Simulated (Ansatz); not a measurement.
# Cu/BN/Cu: predicting the conductance of a thicker barrier

Set-up. Ansatz 0.2.0, plane waves with PAW datasets, PBE. Interfaces are relaxed in a short slab (with D3(BJ) where the barrier is layered), set between ideal electrode layers that go on as semi-infinite leads, and the zero-bias conductance G at 300 K comes from T(E) on a typed mesh. The error is the largest of the program's estimates from energy step, mesh, the leads' potential steps and neutrality; its separate bound for narrow resonances between the energies solved isn't counted and can be far larger. The lower electrode is Cu (fcc 111), the upper Cu (fcc 111) and the barrier BN (wurtzite 0001), on a net of side 2.56 Å; d is the distance between the electrodes' last planes.

What is known so far:

| planes in the barrier | d (Å) | G (S/m²) | error (%) | lead step (meV) |
| --- | --- | --- | --- | --- |
| 4 | 6.47 | 1.94e14 | 4 | 26 |
| 8 | 10.73 | 1.96e13 | 12 | 26 |
| 12 | 15.00 | 1.64e12 | 22 | 26 |
| 16 | 19.26 | 1.45e11 | 31 | 26 |

Q: A further run has 20 planes, d = 23.52 Å. Fit G ∝ exp(−βd) to the rows shown and predict its conductance.

**Worked fit.** Take y = ln G: 32.90, 30.61, 28.12 and 25.70. The means are d = 12.87 Å and y = 29.33; Σ(Δd Δy) = −51.34 and Σ(Δd)² = 90.91, so the slope is −0.565 Å⁻¹ (β = 0.565 Å⁻¹). At d = 23.52 Å, y = 29.33 − 0.565 × 10.65 = 23.31, or G = 1.34e10 S/m².

Check: The run gave 1.35e10 S/m², with an error estimate of 38 % and a lead step of 26 meV. The prediction is 0.989 times that, a miss under 10 %.

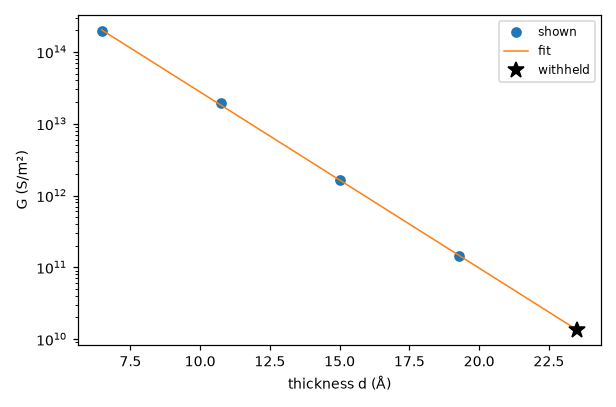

Fit and withheld run.

**Limits.** The interfaces are ideal, one cell wide, strained to a common net and relaxed from one registry with their symmetry kept. PBE's gaps are too small, so true decay constants are likely larger where the Fermi level lies deep in a gap. No spin-orbit coupling, phonons, disorder or image charges enter. The rows shown are chosen by tests on error estimates (under 100 to 120 %), lead steps (under 150 meV, though the program warns over 25), intact interfaces and, for fits, a steady trend in the rows shown; the data set holds 414 series of this kind, and not all pass.
